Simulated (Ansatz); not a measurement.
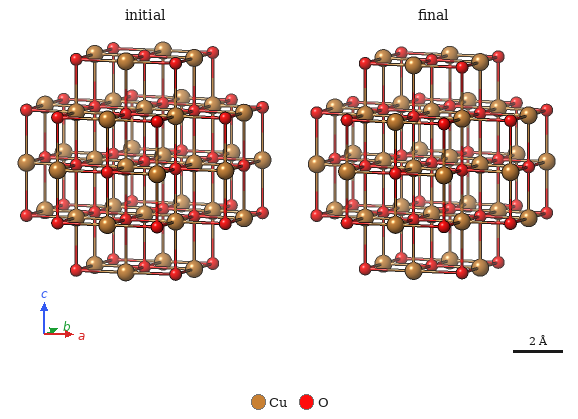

The structure of solid CuO (a generated structure, set up in Fm-3m) (coarse preliminary run) before (left) and after (right) a relaxation, at one scale.

Style: ball-and-stick. Shown: the conventional cell (4 times the calculation's cell), slightly off an axis. Lengths and directions refer to the drawn axes.

Case: Ni → Cu on all its sites, cell and atoms relaxed.

These are results of DFT PBE+U, scalar-relativistic, plane waves, PAW in Ansatz 0.2.0, not measurements.

Input file:
```yaml
crystal:
  lattice:
    - [0.0, 2.190419936, 2.190419936]
    - [2.190419936, 0.0, 2.190419936]
    - [2.190419936, 2.190419936, 0.0]
  atoms:
    - { symbol: Cu, position: [0.0, 0.0, 0.0], spin: 0.47 }
    - { symbol: O, position: [0.5, 0.5, 0.5], spin: 0.4 }
basis:
  ecutwfc: 420
kpoints:
  mp_grid: { grid: [8, 8, 8] }
hamiltonian:
  xc: pbe
  hubbard: { sites: [{ species: Cu, l: d, u_eff: 4.0 }] }
scf:
  occupations: { method: gaussian, width: 0.1 }
output:
  forces: true
  stress: true
  eigenvalues: true
  populations: true
magnetization:
  spin_polarized: true
relax:
  adjacent_minimum: "off"
  f_tol: 0.05
  max_steps: 60
  cell: { stress_tol: 0.5 }
```

Launched with:
```bash
ansatz run input.yaml --threads 1 --pin off --max-ram 2560MiB --backend cpu --events-out ev --progress --plain --runs-dir out
```

### Summarise the run.

After 3 accepted moves (4 points after the start) the energy has fallen by 57.2 meV per cell of the calculation. All forces vanish by symmetry, so only the cell relaxes. The pressure goes from −10.13 to −0.46 GPa. The SCF was repeated once at an unchanged geometry on a basis and grid sized afresh for the cell, which shifted the energy by 5.3 meV per cell of the calculation at most. No atom moves by more than 0.005 Å relative to the cell. The drawn cell changes as follows: a = b = c 4.381 → 4.269 Å (−2.6 %); the volume changes by −7.5 %. Some distances before and after: Cu1–O2 2.190 → 2.134 Å. The space group stays Fm-3m (No. 225).
